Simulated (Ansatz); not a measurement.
**Two runs on WS2**

System: WS2 (3 atoms in the cell).
Method of run A: Kohn-Sham DFT of a periodic cell, PBE, all-electron LAPW, scalar-relativistic, no spin polarisation (Ansatz 0.2.0).

The structure was built on a prototype by a generator; it need not be a known phase. Text and figures count atoms from 1; the logs count them from 0 in places.

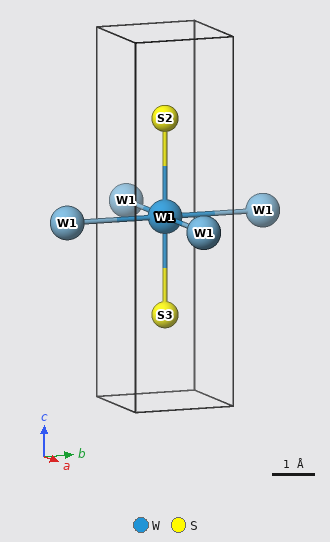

Fig. 1: The structure (ball-and-stick view of the cell of the calculation, seen slightly off an axis; neighbours outside the cell are drawn fainter; atoms are numbered from 1 in the order of the input).

### Input file, run A
```yaml
crystal:
  lattice:
    - [2.5388227055, 0.0, 0.0]
    - [0.0, 2.5388227055, 0.0]
    - [0.0, 0.0, 9.0456646575]
  atoms:
    - { symbol: W, position: [0.5, 0.5, 0.5] }
    - { symbol: S, position: [0.5, 0.5, 0.76566] }
    - { symbol: S, position: [0.5, 0.5, 0.23434] }
kpoints:
  mp_grid: { grid: [10, 10, 3] }
scf:
  occupations: { method: fermi_dirac, width: 0.05 }
hamiltonian:
  xc: pbe
  pseudopotentials: { kind: all_electron, lapw: { basis_error: 0.001 } }
output:
  forces: true
  stress: true
  eigenvalues: true
```

Command:
```bash
ansatz run input.yaml --threads 2 --pin off --max-ram 6144MiB --backend cpu --events-out ev --progress --plain --runs-dir out
```

Hardware: 2 threads of Intel Xeon @ 2.90GHz (Ice Lake), 128 GiB of memory available, shared host.

### Output, shortened to warnings, some set-up lines, iterations and results (run A)
```
Basis set: ecut = 350.4148303882315 eV, 863 PW (Γ), exchange–correlation at level 2
Symmetry: 16 space group operations
k-points: 42 of 300
Initial density: superposition of atomic densities (chi_scale 0.1, normalization cell, long waves kept (reshape's long-wave potential 0.88 eV rms))
[...]
SCF iter   1: F=—  HF=-460926.684398 eV  |F-HF|=—  |Δ(HF+E_count)|=         —  Δρ=4.04e-2  dr2=6.30e0  ethr=8.74e-3  ⟨swp⟩=2.0  Hψ=12107  notcnv=0
SCF iter   2: F=—  HF=-460926.322586 eV  |F-HF|=—  |Δ(HF+E_count)|=   3.62e-1  Δρ=3.38e-2  dr2=4.92e0  ethr=8.74e-3  ⟨swp⟩=3.0  Hψ=5496  notcnv=0
SCF iter   3: F=—  HF=-460925.894919 eV  |F-HF|=—  |Δ(HF+E_count)|=   4.28e-1  Δρ=8.28e-3  dr2=1.18e-1  ethr=1.63e-4  ⟨swp⟩=2.0  Hψ=8972  notcnv=0
SCF iter   4: F=—  HF=-460925.872525 eV  |F-HF|=—  |Δ(HF+E_count)|=         —  Δρ=2.85e-3  dr2=4.07e-3  ethr=1.63e-4  ⟨swp⟩=2.0  Hψ=5542  notcnv=0
SCF iter   5: F=—  HF=-460925.873903 eV  |F-HF|=—  |Δ(HF+E_count)|=   1.38e-3  Δρ=1.63e-3  dr2=6.79e-3  ethr=5.66e-6  ⟨swp⟩=3.0  Hψ=5573  notcnv=0
SCF iter   6: F=—  HF=-460925.872736 eV  |F-HF|=—  |Δ(HF+E_count)|=   1.17e-3  Δρ=8.01e-4  dr2=1.65e-3  ethr=5.66e-6  ⟨swp⟩=2.0  Hψ=5429  notcnv=0
SCF iter   7: F=—  HF=-460925.872575 eV  |F-HF|=—  |Δ(HF+E_count)|=   1.62e-4  Δρ=1.94e-4  dr2=1.69e-5  ethr=2.29e-6  ⟨swp⟩=2.0  Hψ=5429  notcnv=0
SCF iter   8: F=—  HF=-460925.872581 eV  |F-HF|=—  |Δ(HF+E_count)|=   6.18e-6  Δρ=9.07e-5  dr2=1.38e-5  ethr=2.34e-8  ⟨swp⟩=3.0  Hψ=5624  notcnv=0
SCF iter   9: F=—  HF=-460925.872579 eV  |F-HF|=—  |Δ(HF+E_count)|=   1.66e-6  Δρ=3.84e-5  dr2=2.64e-6  ethr=1.92e-8  ⟨swp⟩=2.0  Hψ=5429  notcnv=0
SCF iter  10: F=-460925.872579 eV  HF=-460925.872579 eV  |F-HF|=8.75e-8  |Δ(HF+E_count)|=   3.66e-7  Δρ=7.49e-6  dr2=9.58e-8  ethr=3.67e-9  ⟨swp⟩=2.0  Hψ=5429  notcnv=0
SCF 1 converged in 10 iterations: F = -460925.872579 eV  dr2 = 9.58e-8
SCF converged after 10 iterations
Free energy (F): -460925.872579 eV
Harris-Foulkes:  -460925.872579 eV  (|F-HF|=8.75e-8)
Internal energy: -460925.848948 eV  (E = F + TS)
E sigma→0 (E₀):  -460925.860764 eV
Entropy (-TS):   -0.023630 eV (-7.877 meV/atom)
Fermi energy:    12.558032 eV
--- Per-component energies (eV) ---
  E_band       = -7433.505497
  E_kinetic    = 513710.489077
  E_xc         = -10229.056878
  E_electrostatic = -964407.281148  (all electrons and nuclei)
  E_smearing   = -0.023630  (= −TS)
  E_closure    = 0.000000  (closes the sum)
  E_atoms      = -460907.953505  (free atoms, spherical and without spin; not in F)
  Σ components = -460925.872579   (vs F -460925.872579, Δ=0.00e0)
  Basis errors (estimates in eV, not in F): energy 1.9e-4 per atom: plane waves 1.4e-4 (8.1e-5 summed), levels above the bands 1.8e-75, relativity 6.6e-8, radial functions 4.6e-5, core shells 2.8e-7; eigenvalues (radial functions only) 1.9e-6; not estimated: angular momenta, meshes, grids; target …
--- Forces (eV/Å), atoms counted from 1 ---
  atom   1  W      0.00000000     0.00000000     0.00000000
  atom   2  S      0.00000000     0.00000000     0.68191800
  atom   3  S      0.00000000     0.00000000    -0.68191800
  max |Σ_I F_I| component: 4.93e-31 eV/Å
--- Stress (GPa, compression-positive) ---
        8.550526       0.000000       0.000000
        0.000000       8.550526       0.000000
        0.000000       0.000000       8.998842
  P = ⅓ Tr σ = 8.7000 GPa (87.000 kbar)
```

For run B the input was changed thus:
```diff
-    - [2.5388227055, 0.0, 0.0]
-    - [0.0, 2.5388227055, 0.0]
-    - [0.0, 0.0, 9.0456646575]
+    - [2.6258356217, 0.0, 0.0]
+    - [0.0, 2.6258356217, 0.0]
+    - [0.0, 0.0, 9.355686172]
```

Predict how the results change.

With the same functional and potentials, run B lies 27.6 meV per atom lower. The pressure goes from 8.70 to −3.44 GPa. The largest force goes from 0.682 to 0.300 eV/Å. The volume per atom goes from 19.43 to 21.50 Å³. The SCF takes 9 iterations against 10. The plane waves at Γ go from 863 to 847.

### Output, shortened to warnings, some set-up lines, iterations and results (run B)
```
Basis set: ecut = 320.5298876771658 eV, 847 PW (Γ), exchange–correlation at level 2
Symmetry: 16 space group operations
k-points: 42 of 300
Initial density: superposition of atomic densities (chi_scale 0.1, normalization cell, long waves kept (reshape's long-wave potential 0.92 eV rms))
[...]
SCF iter   1: F=—  HF=-460926.457074 eV  |F-HF|=—  |Δ(HF+E_count)|=         —  Δρ=3.23e-2  dr2=3.65e0  ethr=5.06e-3  ⟨swp⟩=2.0  Hψ=11815  notcnv=0
SCF iter   2: F=—  HF=-460926.062330 eV  |F-HF|=—  |Δ(HF+E_count)|=   3.95e-1  Δρ=1.58e-2  dr2=6.96e-1  ethr=5.06e-3  ⟨swp⟩=2.9  Hψ=5700  notcnv=0
SCF iter   3: F=—  HF=-460925.975147 eV  |F-HF|=—  |Δ(HF+E_count)|=   8.72e-2  Δρ=4.12e-3  dr2=1.30e-2  ethr=1.79e-5  ⟨swp⟩=2.0  Hψ=9534  notcnv=0
SCF iter   4: F=—  HF=-460925.954733 eV  |F-HF|=—  |Δ(HF+E_count)|=         —  Δρ=1.97e-3  dr2=2.22e-3  ethr=1.79e-5  ⟨swp⟩=2.2  Hψ=5437  notcnv=0
SCF iter   5: F=—  HF=-460925.955483 eV  |F-HF|=—  |Δ(HF+E_count)|=   7.50e-4  Δρ=6.53e-4  dr2=2.64e-4  ethr=3.08e-6  ⟨swp⟩=3.0  Hψ=5507  notcnv=0
SCF iter   6: F=—  HF=-460925.955380 eV  |F-HF|=—  |Δ(HF+E_count)|=   1.02e-4  Δρ=3.00e-4  dr2=1.27e-4  ethr=3.66e-7  ⟨swp⟩=2.0  Hψ=5432  notcnv=0
SCF iter   7: F=—  HF=-460925.955377 eV  |F-HF|=—  |Δ(HF+E_count)|=   3.58e-6  Δρ=5.25e-5  dr2=1.40e-6  ethr=1.77e-7  ⟨swp⟩=2.3  Hψ=5445  notcnv=0
SCF iter   8: F=—  HF=-460925.955377 eV  |F-HF|=—  |Δ(HF+E_count)|=   5.41e-7  Δρ=2.64e-5  dr2=1.04e-6  ethr=1.95e-9  ⟨swp⟩=3.0  Hψ=5738  notcnv=0
SCF iter   9: F=-460925.955377 eV  HF=-460925.955377 eV  |F-HF|=4.30e-8  |Δ(HF+E_count)|=   2.09e-7  Δρ=6.24e-6  dr2=5.40e-8  ethr=1.44e-9  ⟨swp⟩=2.0  Hψ=5433  notcnv=0
SCF 1 converged in 9 iterations: F = -460925.955377 eV  dr2 = 5.40e-8
SCF converged after 9 iterations
Free energy (F): -460925.955377 eV
Harris-Foulkes:  -460925.955377 eV  (|F-HF|=4.30e-8)
Internal energy: -460925.937861 eV  (E = F + TS)
E sigma→0 (E₀):  -460925.946619 eV
Entropy (-TS):   -0.017517 eV (-5.839 meV/atom)
Fermi energy:    10.767107 eV
--- Per-component energies (eV) ---
  E_band       = -7561.286180
  E_kinetic    = 513697.028333
  E_xc         = -10225.590210
  E_electrostatic = -964397.375984  (all electrons and nuclei)
  E_smearing   = -0.017517  (= −TS)
  E_closure    = 0.000000  (closes the sum)
  E_atoms      = -460907.953505  (free atoms, spherical and without spin; not in F)
  Σ components = -460925.955377   (vs F -460925.955377, Δ=0.00e0)
  Basis errors (estimates in eV, not in F): energy 1.9e-4 per atom: plane waves 1.4e-4 (8.1e-5 summed), levels above the bands 1.6e-75, relativity 1.1e-7, radial functions 4.4e-5, core shells 9.7e-8; eigenvalues (radial functions only) 2.4e-6; not estimated: angular momenta, meshes, grids; target …
--- Forces (eV/Å), atoms counted from 1 ---
  atom   1  W      0.00000000     0.00000000     0.00000000
  atom   2  S      0.00000000     0.00000000    -0.30005418
  atom   3  S      0.00000000     0.00000000     0.30005418
  max |Σ_I F_I| component: 1.58e-30 eV/Å
--- Stress (GPa, compression-positive) ---
       -3.289852       0.000000       0.000000
        0.000000      -3.289852       0.000000
        0.000000       0.000000      -3.737410
  P = ⅓ Tr σ = -3.4390 GPa (-34.390 kbar)
```

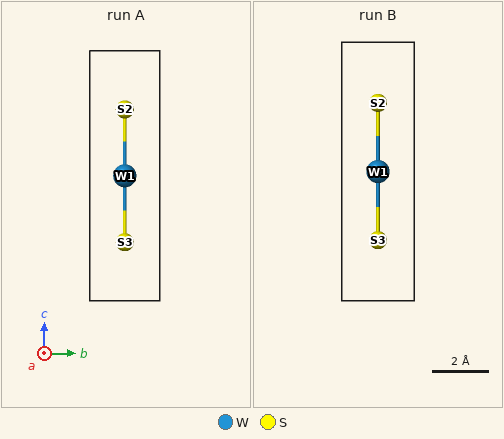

Fig. 2: The two input geometries at one scale (ball-and-stick view of the cell of the calculation, along the a axis). No atom moves by more than 0.005 Å relative to the cell. Cell: a = b 2.539 → 2.626 Å (+3.4 %), c 9.046 → 9.356 Å (+3.4 %). Volume +10.6 %. Among the contacts that change: W1–W1 2.539 → 2.626 Å, W1–S2 2.403 → 2.485 Å.

### The two runs side by side

| quantity | run A | run B |
| --- | --- | --- |
| outcome | converged | converged |
| free energy per atom (eV) | −153641.9575 | −153641.9851 |
| energy per atom, smearing taken to zero (eV) | −153641.9536 | −153641.9822 |
| gap on the mesh (eV) | 0.00 | 0.00 |
| pressure (GPa) | 8.70 | −3.44 |
| volume per atom (Å³) | 19.43 | 21.50 |
| largest force (eV/Å) | 0.682 | 0.300 |
| SCF iterations | 10 | 9 |
| irreducible k-points | 42 | 42 |
| plane waves at Γ | 863 | 847 |
| wall time (shared host) | 14 s | 13 s |

For both runs: Spin–orbit coupling is left out, which matters for W. For run A: The cell is under a pressure of 8.7 GPa at this level, so it is not at its equilibrium volume.
